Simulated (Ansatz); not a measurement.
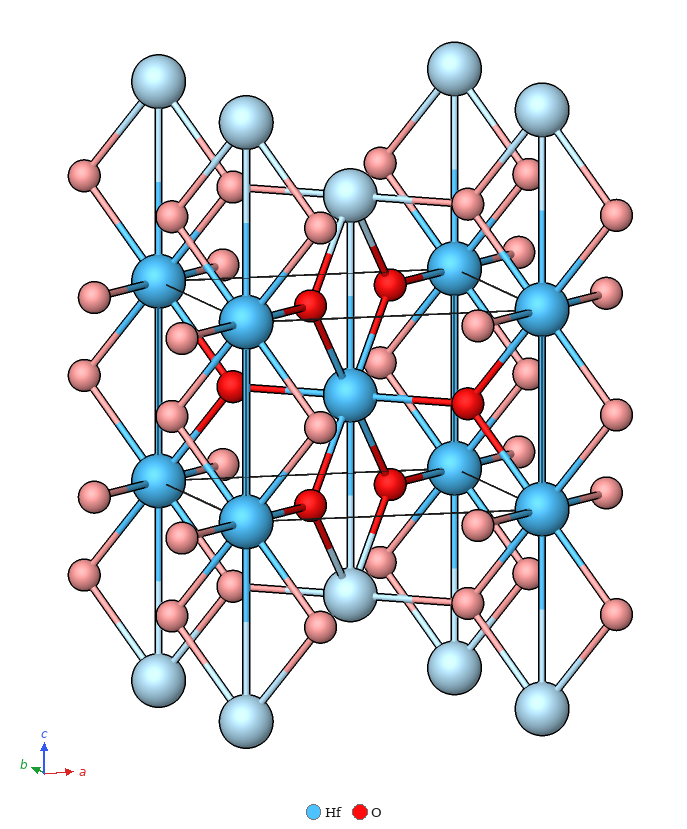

Ball-and-stick drawing of the structure, looking slightly off an axis. The lines enclose the unit cell; boundary atoms appear with their images. Neighbours across the faces are drawn wherever a bond reaches them, in fainter colours.

HfO2, a = 4.936 Å, b = 4.838 Å, c = 3.220 Å, α = 90.00°, β = 90.00°, γ = 90.00°. Strictly the space group is Pnnm (No. 58, within 0.01 Å). It is a distorted form of a primitive tetragonal structure, space group P4_2/mnm (No. 136) within 0.25 Å: rutile. Its origin is a structure listed in the Materials Project. The cell was then strained or its atoms displaced on purpose. A calculation with Ansatz used it as input.

This one geometry was computed with Ansatz (DFT, plane waves, PAW) at three levels of theory: PBE, HSE06 and r2SCAN. It was relaxed with r2SCAN and then strained.

**Which level gives the highest pressure at this volume, and what does that say about its equilibrium volume?**

Highest: PBE (0.9 GPa), which points to the largest equilibrium volume. Lowest, with the smallest volume: HSE06 (-3.8 GPa) and r2SCAN (-4.1 GPa). Levels within 0.5 GPa of each other can't be told apart.

**How does the band gap change with the level of theory?**

PBE: a gap of 3.91 eV, direct; r2SCAN: a gap of 4.46 eV, direct; HSE06: a gap of 5.56 eV, direct.

**Collect the results in a table.**

| level | cutoff (eV) | k-mesh of the run's cell | gap (eV) | pressure (GPa) |
| --- | --- | --- | --- | --- |
| PBE | 420 | 6×6×8 | 3.91 | 0.9 |
| HSE06 | 420 | 4×4×4 | 5.56 | -3.8 |
| r2SCAN | 500 | 6×6×8 | 4.46 | -4.1 |

Gaps are taken on the k-mesh or band path of each run.
